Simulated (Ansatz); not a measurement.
## How well the gap of LaBiS2O (P4/nmm) can be computed

Aim: a best estimate of the quasiparticle gap of LaBiS2O (P4/nmm), with each correction and its cost laid out.

Calculated with Ansatz 0.2.0; density functionals, hybrids, G0W0, plane waves, PAW.

### 1. Starting point

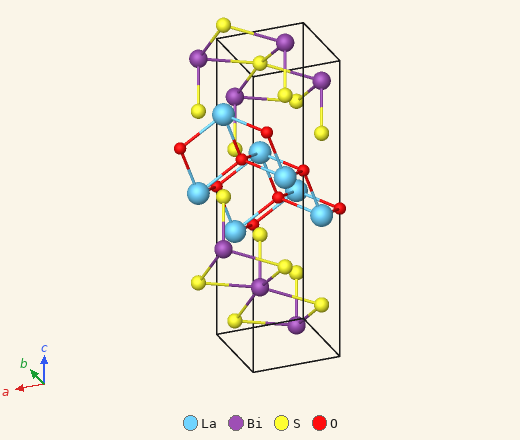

The starting structure, seen from a free direction (lanthanum blue, bismuth purple, sulfur yellow, oxygen red). 1×2×1 cells are drawn. Some periodic images of atoms are drawn too.

As a file:

```cif
data_structure
_symmetry_space_group_name_H-M 'P 1'
_symmetry_Int_Tables_number 1
_cell_length_a 4.0555
_cell_length_b 4.0555
_cell_length_c 14.1733
_cell_angle_alpha 90.000
_cell_angle_beta 90.000
_cell_angle_gamma 90.000
_cell_volume 233.11
loop_
_atom_site_label
_atom_site_type_symbol
_atom_site_fract_x
_atom_site_fract_y
_atom_site_fract_z
_atom_site_occupancy
La1 La 0.50000 0.00000 0.58774 1
La2 La 0.00000 0.50000 0.41226 1
Bi3 Bi 0.00000 0.50000 0.86777 1
Bi4 Bi 0.50000 0.00000 0.13223 1
S5 S 0.50000 0.00000 0.89002 1
S6 S 0.00000 0.50000 0.10998 1
S7 S 0.00000 0.50000 0.69020 1
S8 S 0.50000 0.00000 0.30980 1
O9 O 0.00000 0.00000 0.50000 1
O10 O 0.50000 0.50000 0.50000 1
```

The cell and positions are those that the Materials Project relaxed with its own functionals (PBE, PBE+U or r2SCAN), kept fixed. Spin-orbit coupling is left out unless a step names it. The default PAW set here is soft_2. Its files were made with PBE.

### 2. LDA bands

Levels along a band path, at the cheap level, show where the edges lie and whether the meshes to come will hold them.

This step: DFT, LDA, plane waves, PAW.

Contents of input.yaml:

```yaml
crystal:
  lattice:
    - [4.055497, 0.0, 0.0]
    - [0.0, 4.055497, 0.0]
    - [0.0, 0.0, 14.173265]
  atoms:
    - { symbol: La, position: [0.5, 0.0, 0.587742] }
    - { symbol: La, position: [0.0, 0.5, 0.412258] }
    - { symbol: Bi, position: [0.0, 0.5, 0.867775] }
    - { symbol: Bi, position: [0.5, 0.0, 0.132225] }
    - { symbol: S, position: [0.5, 0.0, 0.89002] }
    - { symbol: S, position: [0.0, 0.5, 0.10998] }
    - { symbol: S, position: [0.0, 0.5, 0.690201] }
    - { symbol: S, position: [0.5, 0.0, 0.309799] }
    - { symbol: O, position: [0.0, 0.0, 0.5] }
    - { symbol: O, position: [0.5, 0.5, 0.5] }
kpoints:
  mp_grid: { grid: [6, 6, 2] }
  band_path:
    path:
      - [[0.0, 0.0, 0.0], [0.0, 0.5, 0.0], [0.5, 0.5, 0.0], [0.0, 0.0, 0.0], [0.0, 0.0, 0.5], [0.0, 0.5, 0.5], [0.5, 0.5, 0.5], [0.0, 0.0, 0.5]]
      - [[0.0, 0.5, 0.0], [0.0, 0.5, 0.5]]
      - [[0.5, 0.5, 0.0], [0.5, 0.5, 0.5]]
    npoints: 10
hamiltonian:
  xc: lda
scf:
  occupations: { method: fermi_dirac, width: 0.02 }
  n_extra_bands: 7
output:
  eigenvalues: true
```

The run is started by

```
$ ansatz run input.yaml --threads 16 --pin off --max-ram 82944MiB --backend cuda --events-out ev --progress --plain --runs-dir out --devices 1 --max-vram 78GiB
```

Numbers of over 12 decimals in the logs are rounded to 6 here.

Log:

```text
scf.n_extra_bands = 7 over 44 filled bands (N_el = 88.0): the run solves 51 bands
GPUs: using 1 of 1 available (devices: 1).
Engine: ansatz 0.2.0, aarch64-unknown-linux-gnu
Pseudopotentials: kind: paw
Pseudopotential: La, paw, valence charge 11, recommended cutoff 420 eV (normal), La.paw.azcp
Pseudopotential: Bi, paw, valence charge 15, recommended cutoff 420 eV (normal), Bi.paw.azcp
Pseudopotential: S, paw, valence charge 6, recommended cutoff 420 eV (normal), S.paw.azcp
Pseudopotential: O, paw, valence charge 6, recommended cutoff 420 eV (normal), O.paw.azcp
Functional definition: SPW92
  exchange = slater_x
  correlation = pw_c
device memory: the entry about to start is reckoned to put 3.2 GiB on a device that reports 170.9 GiB free (of which the cap on the GPU budget leaves the run 78.0 GiB)
GPU FFT provider: cuFFT
GPU libraries: cuBLAS 13.8.1, cuFFT 12.4.0, cuSOLVER 12.3.2
GPU matrix products: emulated (plane waves: as basis.precision tells), large ones in fixed point in workspaces of 1.00 GiB
Crystal: 10 atoms, lattice volume = 233.108 Å³
Basis set: ecut = 420 eV, 4575 PW (Γ)
Bands: 51, of which v1, the nominal top of the filled ones, is band 44 counted from 1 (43 counted from 0)
Symmetry: 16 space group operations
Space group: P4/nmm (ITA 129), of the structure as read, at distance tolerance 6.2e-5 Å
k-points: 20 of 72
Non-local potential: La, projectors of the file, l = 0: 3, l = 1: 2, l = 2: 2, l = 3: 3
Non-local potential: Bi, projectors of the file, l = 0: 2, l = 1: 2, l = 2: 2, l = 3: 2
Non-local potential: S, projectors of the file, l = 0: 2, l = 1: 2, l = 2: 2
Non-local potential: O, projectors of the file, l = 0: 2, l = 1: 2, l = 2: 1
PAW form: soft (Blöchl's): semilocal exchange-correlation on the pseudo side does not see the compensation charge
PAW frozen core: La, regenerated for the run's functional, and the local potential with it (the file was generated under x = pbe(κ = 0.804, μ = 0.219515), c = pbe(β = 0.066725))
PAW frozen core: Bi, regenerated for the run's functional, and the local potential with it (the file was generated under x = pbe(κ = 0.804, μ = 0.219515), c = pbe(β = 0.066725))
PAW frozen core: S, regenerated for the run's functional, and the local potential with it (the file was generated under x = pbe(κ = 0.804, μ = 0.219515), c = pbe(β = 0.066725))
PAW frozen core: O, regenerated for the run's functional, and the local potential with it (the file was generated under x = pbe(κ = 0.804, μ = 0.219515), c = pbe(β = 0.066725))
PAW one-centre angular grid: La, 590 points (default); XC on 64 Gauss nodes
PAW one-centre angular grid: Bi, 590 points (default); XC on 64 Gauss nodes
PAW one-centre angular grid: S, 110 points (default); XC on 64 Gauss nodes
PAW one-centre angular grid: O, 110 points (default); XC on 64 Gauss nodes
Initial density: superposition of atomic densities (neutral atoms: chi_scale 0, normalization atom), corrected by the library's trained network
Initial wavefunctions: pseudopotential atomic-orbital guess
GPU buffer pool allocated for 86400 grid points (all kernels)
GPU transforms: local potential and band sums: pruned to the plane-wave sphere, on 27×27×96
Functional: x = slater, c = lda
SCF iter   1: F=—  HF=-40925.444377 eV  |F-HF|=—  |Δ(HF+E_count)|=         —  Δρ=9.46e-3  dr2=2.82e-1  ethr=1.77e-3  ⟨swp⟩=10.4  Hψ=4983  notcnv=0
preconditioner: auto → Resta (q_TF=auto, 2.319 Å⁻¹)  ε∞=4.9  [insulator: Δε(μ)=0.642 eV  Ē_g=9.910 eV  σ=0.020 eV  W_gap=1.00  n_scr=50 (ndim 8)  ℏωp=19.5 eV  f_vac=0.003  D(μ)=0.00/eV (n_scr^D=0)  ε∞_Penn≈4.9]
SCF iter   2: F=—  HF=-40925.398683 eV  |F-HF|=—  |Δ(HF+E_count)|=   4.57e-2  Δρ=4.64e-3  dr2=4.82e-2  ethr=3.21e-4  ⟨swp⟩=4.8  Hψ=2158  notcnv=0
SCF iter   3: F=—  HF=-40925.390249 eV  |F-HF|=—  |Δ(HF+E_count)|=   8.43e-3  Δρ=1.88e-3  dr2=7.15e-3  ethr=5.48e-5  ⟨swp⟩=4.6  Hψ=2226  notcnv=0  defer=1
SCF iter   4: F=—  HF=-40925.388760 eV  |F-HF|=—  |Δ(HF+E_count)|=   1.49e-3  Δρ=5.73e-4  dr2=1.02e-3  ethr=8.12e-6  ⟨swp⟩=4.7  Hψ=1851  notcnv=0  defer=1
SCF iter   5: F=—  HF=-40925.388627 eV  |F-HF|=—  |Δ(HF+E_count)|=   1.33e-4  Δρ=1.61e-4  dr2=8.95e-5  ethr=1.16e-6  ⟨swp⟩=2.0  Hψ=1350  notcnv=0
SCF iter   6: F=—  HF=-40925.388850 eV  |F-HF|=—  |Δ(HF+E_count)|=   2.23e-4  Δρ=4.84e-5  dr2=5.93e-6  ethr=1.02e-7  ⟨swp⟩=2.1  Hψ=1440  notcnv=0
SCF iter   7: F=—  HF=-40925.388851 eV  |F-HF|=—  |Δ(HF+E_count)|=   1.15e-6  Δρ=9.35e-6  dr2=3.39e-7  ethr=6.74e-9  ⟨swp⟩=2.0  Hψ=1891  notcnv=0
SCF iter   8: F=-40925.388851 eV  HF=-40925.388851 eV  |F-HF|=8.08e-9  |Δ(HF+E_count)|=   3.14e-8  Δρ=2.24e-6  dr2=2.12e-8  ethr=1.14e-10  ⟨swp⟩=9.2  Hψ=3827  notcnv=0
SCF 1 converged in 8 iterations: F = -40925.388851 eV  dr2 = 2.12e-8
[...]
device memory: the entry about to start is reckoned to put 10.7 GiB on a device that reports 170.8 GiB free (of which the cap on the GPU budget leaves the run 78.0 GiB)
NSCF: frozen V_eff on 93 k-points, pencils in batches of 32, up to order 228
SCF converged after 8 iterations
Free energy (F): -40925.388851 eV
Harris-Foulkes:  -40925.388851 eV  (|F-HF|=8.08e-9)
Internal energy: -40925.388851 eV  (E = F + TS)
E sigma→0 (E₀):  -40925.388851 eV
Fermi energy:    7.821825 eV
--- Per-component energies (eV) ---
  E_band       = -348.795427
  E_kinetic    = 1760.426322
  E_local      = -5673.884853  (includes V_loc(G=0)·N_el)
  E_nonlocal   = 1549.741140
  E_hartree    = 1973.381342
  E_xc         = -1108.220116
  E_vxc        = -1121.895469  (∫ρ·V_xc dr)
  E_paw        = -33763.847764  (= ΣΔE_a)
  E_vpaw       = -809.957177  (= ΣTr[D̂ρ^β])
  E_aug_tail   = 0.003897  (compensation charges beyond the density's cutoff)
  E_ewald      = -5664.431115
  E_core_change = 1.442296  (= ΣΔE_core)
  E_smearing   = -0.000000  (= −TS)
  E_closure    = 0.000000  (closes the sum)
  Σ components = -40925.388851   (vs F -40925.388851, Δ=0.00e0)
--- Band table (eV; the first three rows and the last of 20) ---
  k-point 0: bands = [... 40 lower, 7.0496, 7.0496, 7.4056, 7.4056, 10.7678, 11.0431, 11.0846, 11.2398, ... 3 higher]
  k-point 1: bands = [... 40 lower, 7.0666, 7.0749, 7.3941, 7.3941, 10.7765, 10.8709, 10.9288, 11.2211, ... 3 higher]
  k-point 2: bands = [... 40 lower, 6.9440, 6.9514, 7.1886, 7.3198, 10.5225, 10.9062, 11.0283, 11.0611, ... 3 higher]
  k-point 19: bands = [... 40 lower, 6.2513, 6.2513, 6.5519, 6.5519, 10.9823, 10.9823, 11.6099, 11.6099, ... 3 higher]
```

Run time: 1.5 s. Hardware: 1 × NVIDIA GB200 (shared by 2 runs) with 16 threads of Arm Neoverse V2, shared host; peak memory 1.1 GiB.

Reading the cycles: dr2 is the Hartree energy of the density residual (eV), the measure of convergence; HF is the Harris–Foulkes estimate of the energy, which meets the free energy F at convergence.

This step gave:

| Property | Result |
| --- | --- |
| filled bands | 44 |
| gap | 0.8266 eV |
| valence top at | Γ |
| conduction bottom at | X |
| least direct gap | 0.8286 eV |

The gap is indirect, with the least direct gap 0.002 eV higher.

The electronic bands at the labelled points (eV, zero at the top of the highest nominally filled band):

| point | band 41 | band 42 | band 43 | band 44 | band 45 | band 46 | band 47 | band 48 |
| --- | --- | --- | --- | --- | --- | --- | --- | --- |
| Γ | -0.36 | -0.36 | 0.00 | 0.00 | 3.36 | 3.64 | 3.68 | 3.83 |
| X | -0.66 | -0.66 | 0.00 | 0.00 | 0.83 | 0.83 | 1.45 | 1.45 |
| M | -1.15 | -1.15 | -0.76 | -0.76 | 3.61 | 3.61 | 4.17 | 4.17 |
| Γ | -0.36 | -0.36 | 0.00 | 0.00 | 3.36 | 3.64 | 3.68 | 3.83 |
| Z | -0.34 | -0.33 | -0.01 | -0.01 | 3.37 | 3.47 | 3.52 | 3.82 |
| R | -0.68 | -0.68 | -0.01 | -0.01 | 0.83 | 0.83 | 1.45 | 1.45 |
| A | -1.15 | -1.15 | -0.85 | -0.85 | 3.58 | 3.58 | 4.20 | 4.20 |
| Z | -0.34 | -0.33 | -0.01 | -0.01 | 3.37 | 3.47 | 3.52 | 3.82 |
| jump to X | -0.66 | -0.66 | 0.00 | 0.00 | 0.83 | 0.83 | 1.45 | 1.45 |
| R | -0.68 | -0.68 | -0.01 | -0.01 | 0.83 | 0.83 | 1.45 | 1.45 |
| jump to M | -1.15 | -1.15 | -0.76 | -0.76 | 3.61 | 3.61 | 4.17 | 4.17 |
| A | -1.15 | -1.15 | -0.85 | -0.85 | 3.58 | 3.58 | 4.20 | 4.20 |

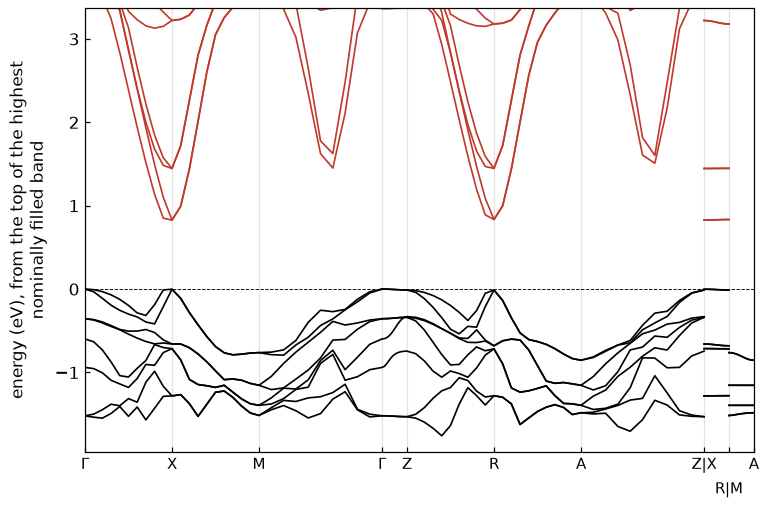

Electronic bands along the path; lines of filled and empty bands in two colours.

### 3. LDA+SOC

Spin-orbit coupling can split or shift the edges; a non-collinear run measures by how much.

This step: DFT, LDA with spin-orbit coupling, plane waves, PAW.

input.yaml, the sections that differ from step 2:

```yaml
kpoints:
  mp_grid: { grid: [6, 6, 2] }
  band_path:
    path:
      - [0.0, 0.0, 0.0]
      - [0.0, 0.5, 0.0]
      - [0.5, 0.5, 0.0]
      - [0.0, 0.0, 0.5]
      - [0.0, 0.5, 0.5]
      - [0.5, 0.5, 0.5]
    npoints: 1
scf:
  occupations: { method: fermi_dirac, width: 0.02 }
  n_extra_bands: 14
magnetization:
  noncollinear: true
  spin_orbit: true
# crystal, hamiltonian, output: as in step 2
```

Log:

```text
[...]
GPUs: using 1 of 1 available (devices: 1).
[...]
non-collinear run that drives no moment, with spin-orbit: no starting moment large enough to seed its density (crystal.atoms[].spin), no starting occupations that ask for one, no magnetisation constraint and no magnetic field, so the semilocal B_xc is pinned to zero
concurrent solve slots: 10 of 16 are kept, ahead of what memory takes: no pass of the eigensolver takes more rounds on 10
[...]
SCF 1 converged in 10 iterations: F = -41014.981808 eV  dr2 = 1.59e-8
[...]
SCF converged after 10 iterations
[...]
E sigma→0 (E₀):  -41014.981808 eV
Entropy (-TS):   -0.000001 eV (-0.000 meV/atom)
Fermi energy:    7.628432 eV
[...]
--- Band table (eV; the first three rows and the last of 20) ---
[...]
```

Elapsed: 1.9 s, on 1 × NVIDIA GB200 (shared by 2 runs) with 16 threads; peak memory 1.4 GiB.

This step gave:

| Property | Result |
| --- | --- |
| gap | 0.4799 eV |
| valence top at | X |
| conduction bottom at | X |
| least direct gap | 0.4799 eV |

The gap stands −0.35 eV against LDA, and the valence top moves to (0.000, 0.500, 0.000).

### 4. HSE06

The screened hybrid is the usual rung above semilocal functionals: a quarter of exact exchange, cut off beyond a few ångström.

This step: DFT, HSE06, plane waves, PAW.

input.yaml, as its differences from that of step 3:

```diff
@@ -17,3 +17,3 @@
 kpoints:
-  mp_grid: { grid: [6, 6, 2] }
+  mp_grid: { grid: [4, 4, 2] }
   band_path:
@@ -28,9 +28,6 @@
 hamiltonian:
-  xc: lda
+  xc: hse06
 scf:
-  occupations: { method: fermi_dirac, width: 0.02 }
-  n_extra_bands: 14
-magnetization:
-  noncollinear: true
-  spin_orbit: true
+  occupations: { method: fixed }
+  n_extra_bands: 7
 output:
```

Log:

```text
[...]
GPUs: using 1 of 1 available (devices: 1).
[...]
davidson cushion auto → on  (no smearing: the cushion is to keep the highest requested band from converging to the state above it; pin scf.eigensolver.cushion to override)
[...]
Crystal: 10 atoms, lattice volume = 233.108 Å³
Basis set: ecut = 420 eV, 4575 PW (Γ)
Bands: 51, of which v1, the nominal top of the filled ones, is band 44 counted from 1 (43 counted from 0)
[...]
Fermi energy:    7.355147 eV
[...]
--- Band table (eV; the first three rows and the last of 12) ---
  k-point 0: bands = [... 40 lower, 6.6168, 6.6168, 6.9866, 6.9866, 11.8601, 11.8841, 11.9119, 12.6948, ... 3 higher]
  k-point 1: bands = [... 40 lower, 6.6382, 6.7538, 6.9721, 6.9721, 11.7029, 11.7290, 11.9295, 12.3864, ... 3 higher]
  k-point 2: bands = [... 40 lower, 6.4401, 6.4578, 6.7958, 6.8001, 10.4246, 10.8846, 10.9210, 11.1838, ... 3 higher]
  k-point 11: bands = [... 40 lower, 5.7198, 5.7198, 6.1393, 6.1393, 11.8260, 11.8260, 12.6227, 12.6227, ... 3 higher]
[key lines of the parts left out:]
Free energy (F): -42067.341164 eV
```

Wall time 11 s (1 × NVIDIA GB200 (shared by 2 runs) with 16 threads); peak memory 2 GiB.

Numbers from this step:

| Property | Result |
| --- | --- |
| gap | 1.351 eV |
| valence top at | X |
| conduction bottom at | X |
| least direct gap | 1.351 eV |

The gap stands +0.52 eV against LDA, and the valence top moves to (0.000, 0.500, 0.000).

### 5. HSE06+SOC

This step: DFT, HSE06 with spin-orbit coupling, plane waves, PAW.

input.yaml, as its differences from that of step 4:

```diff
@@ -30,4 +30,7 @@
 scf:
-  occupations: { method: fixed }
-  n_extra_bands: 7
+  occupations: { method: fermi_dirac, width: 0.02 }
+  n_extra_bands: 14
+magnetization:
+  noncollinear: true
+  spin_orbit: true
 output:
```

Log:

```text
[...]
GPUs: using 1 of 1 available (devices: 1).
[...]
Crystal: 10 atoms, lattice volume = 233.108 Å³
Basis set: ecut = 420 eV, 4575 PW (Γ)
Bands: 102, of which v1, the nominal top of the filled ones, is band 88 counted from 1 (87 counted from 0)
Symmetry: 16 space group operations + 16 with time reversal
[...]
k-points: 12 of 32
Projection manifold: j_resolved (fully-relativistic pseudo-atomic orbitals)
[...]
SCF iter   2: F=—  HF=-42144.039825 eV  |F-HF|=—  |Δ(HF+E_count)|=   1.54e-1  Δρ=2.71e-2  dr2=1.65e1  dr2_m=0.00e0 (ungated)  ethr=1.12e-2  |M|=0.00e0 ∫|m|=0.00e0 μB  |m|>n=0.0e0 m-floor=0.0e0 τ_xc=0.0e0  β_m=0.23  ⟨swp⟩=8.8  Hψ=4232  notcnv=0  defer=65
[...]
hybrid outer 1: dexx = +5.041e-2 eV, tail = 1.85e-4 eV
[...]
SCF 3 converged in 6 iterations: F = -42088.535666 eV  dr2 = 3.35e-9
[...]
Fermi energy:    7.813518 eV
[...]
--- Band table (eV; the first three rows and the last of 12) ---
[...]
```

Run time: 41 s. Hardware: 1 × NVIDIA GB200 (shared by 2 runs) with 16 threads; peak memory 3.8 GiB.

This step gave:

| Property | Result |
| --- | --- |
| gap | 0.8688 eV |
| valence top at | X |
| conduction bottom at | X |
| least direct gap | 0.8688 eV |

The gap stands −0.48 eV against HSE06.

### 6. G0W0, 6×6×2 mesh, 695 empty bands, screening to 120 eV, hard PAW files

G0W0 replaces the xc potential by the self-energy, built once from these orbitals. Only a window of levels is corrected, while the sums run over the empty bands that the input names. This step takes hard PAW files.

This step: G0W0 on LDA, plane waves, PAW.

input.yaml, as its differences from that of step 5:

```diff
@@ -17,21 +17,13 @@
 kpoints:
-  mp_grid: { grid: [4, 4, 2] }
-  band_path:
-    path:
-      - [0.0, 0.0, 0.0]
-      - [0.0, 0.5, 0.0]
-      - [0.5, 0.5, 0.0]
-      - [0.0, 0.0, 0.5]
-      - [0.0, 0.5, 0.5]
-      - [0.5, 0.5, 0.5]
-    npoints: 1
+  mp_grid: { grid: [6, 6, 2] }
 hamiltonian:
-  xc: hse06
+  xc: lda
+  pseudopotentials: { kind: paw, source: ansatz }
 scf:
-  occupations: { method: fermi_dirac, width: 0.02 }
-  n_extra_bands: 14
-magnetization:
-  noncollinear: true
-  spin_orbit: true
-output:
-  eigenvalues: true
+  occupations: { method: fixed }
+gw:
+  n_empty_bands: 695
+  ecut_chi: 120.0
+  qp_bands: [v3, c3]
+  qp_kpoints: band_edges
+  screening: { model: contour_deformation }
```

Log:

```text
GPUs: using 1 of 1 available (devices: 1).
[...]
Crystal: 10 atoms, lattice volume = 233.108 Å³
Basis set: ecut = 930 eV, 15035 PW (Γ)
Bands: 63, of which v1, the nominal top of the filled ones, is band 52 counted from 1 (51 counted from 0)
Symmetry: 16 space group operations
[...]
k-points: 20 of 72
[...]
6    54      8.6968   -10.5320    -3.0027   -13.8201  0.7568     8.9845     8.9821  root
[...]
18    51      7.1042   -18.3025     2.5308   -15.4617  0.7046     6.7899     6.7941  root
    18    52      7.1042   -18.3025     2.5308   -15.4617  0.7046     6.7899     6.7941  root
    18    53     11.4832   -10.7577    -4.7981   -16.5255  0.7369    12.4686    12.4530  root
    18    54     11.4832   -10.7577    -4.7981   -16.5255  0.7369    12.4686    12.4530  root
    18    55     12.0572   -16.1441    -8.4392   -27.5098  0.7002    15.1716    14.9837  root ?
[key lines of the parts left out:]
SCF converged after 10 iterations
```

The job ended after 79 s (1 × NVIDIA GB200 (shared by 2 runs) with 16 threads; peak memory 7.7 GiB).

This step gave:

- bands summed: 747
- RPA ε∞ on this mesh (eigenvalues): 7.389, 19.45, 19.45
- plane waves in the screening matrix: 701
- G0W0 gap on the mesh: 1.192 eV
- k of the valence top: 0, -0.5, 0
- k of the conduction bottom: 0, -0.5, 0
- starting gap on the mesh: 0.8295 eV
- least direct G0W0 gap on the computed points: 1.192 eV

The gap on the mesh goes from 0.83 eV to 1.19 eV, a correction of +0.36 eV. Between the two edge states, bare exchange in place of the xc potential would open the gap by 4.15 eV, and correlation takes back 3.79 eV.

[end of part 1 of 2]

[Paths, hosts, dates, memory and timing lines, banners, echoed tables and standing remarks are left out of the program output.]

[Logs are printed without paths, hosts, clocks, repeated set-up lines and the standing remarks that a program may print on its own settings, such as how far it seeks lower states.]

[Runs of the session that timed out or met a known fault of the program may be left out.]

[Cells called generated may have been cut or substituted from an entry of the Crystallography Open Database or the Materials Project.]

[Hosts, paths, dates, database ids (printed as entryN), source tags and the programs' standing remarks are cut or masked in the printed files.]
